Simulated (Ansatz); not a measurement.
SiO2

```yaml
crystal:
  lattice:
    - [4.18010, 0.00000, 0.00000]
    - [0.00000, 4.18010, 0.00000]
    - [0.00000, 0.00000, 2.66780]
  atoms:
    - { symbol: Si, position: [0.00000, 0.00000, 0.00000] }
    - { symbol: Si, position: [0.50000, 0.50000, 0.50000] }
    - { symbol: O, position: [0.30670, 0.30670, 0.00000] }
    - { symbol: O, position: [0.19330, 0.80670, 0.50000] }
    - { symbol: O, position: [0.69330, 0.69330, 0.00000] }
    - { symbol: O, position: [0.80670, 0.19330, 0.50000] }
```

Space group P4₂/mnm; computed pressure about 11 GPa in this cell.

Level of theory: DFT, PBE, PAW with Ansatz's default frozen-core files, scalar-relativistic in Ansatz 0.2.0.

Question: What can the converged valence pseudo-density and electron localisation function tell about the bonding?

Answer: Si–O (1.76 Å): ρ is about 0.97 e/Å³ halfway; the ELF peaks at about 0.85 between the atoms.
Si–O (1.81 Å): the density is about 0.83 e/Å³ at the midpoint; the ELF peaks at about 0.85 between the atoms.

Question: Metal or insulator at this level of theory?

Answer: It is gapped, with a Kohn–Sham gap of 5.6 eV on the k-point mesh (the band edges may lie off the mesh, which would make the gap smaller).

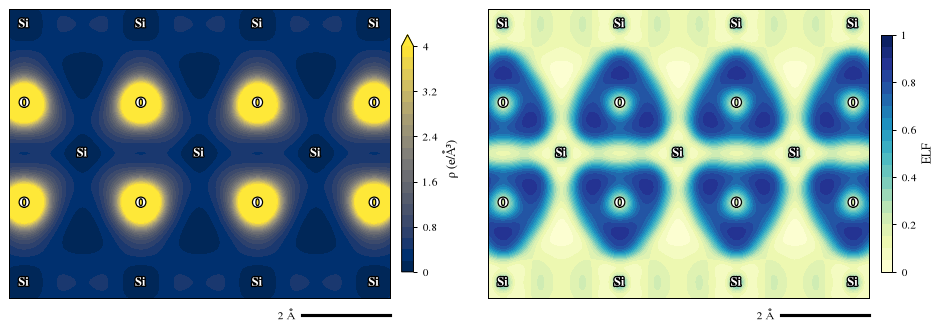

Computed valence pseudo-density and electron localisation function on the (11̄0) plane of the conventional cell, in this order. 

In a PAW calculation such maps are meaningful between the atoms, not at the nuclei.
